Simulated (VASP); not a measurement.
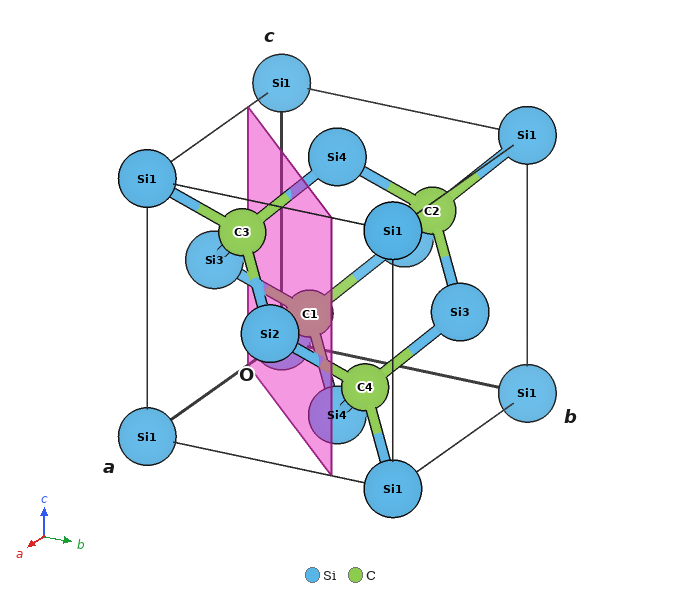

The shaded plane is a symmetry element of the crystal. Crystal: SiC, the end point of a relaxation with VASP, VASP Kohn-Sham DFT of a periodic cell, PBEsol with D4, VASP PAW PBE potentials, recommended. Symmetry computed with spglib at a tolerance of 0.002 Å; standard conventional cell.

a = 4.342 Å, b = 4.342 Å, c = 4.342 Å, α = 90.00°, β = 90.00°, γ = 90.00°.

```tsv
atom	x	y	z
Si1	0.0000	0.0000	0.0000
C1	0.2500	0.2500	0.2500
Si2	0.0000	0.5000	0.5000
C2	0.2500	0.7500	0.7500
Si3	0.5000	0.0000	0.5000
C3	0.7500	0.2500	0.7500
Si4	0.5000	0.5000	0.0000
C4	0.7500	0.7500	0.2500
```

### Is it a mirror or a glide plane, and what is the operation?

It is a glide plane with glide vector (1/4, 1/4, 1/2), parallel to (1 −1 0), through (5/8, 3/8, 1/2): x, y, z → y+1/2, x, z+1/2.

### Onto which atom does it carry each atom (up to whole multiples of a, b and c)?

Si1 → Si3, C1 → C3, Si2 → Si1, C2 → C1, Si3 → Si4, C3 → C4, Si4 → Si2, C4 → C2.

### What is the crystal's space group?

F-43m, No. 216.
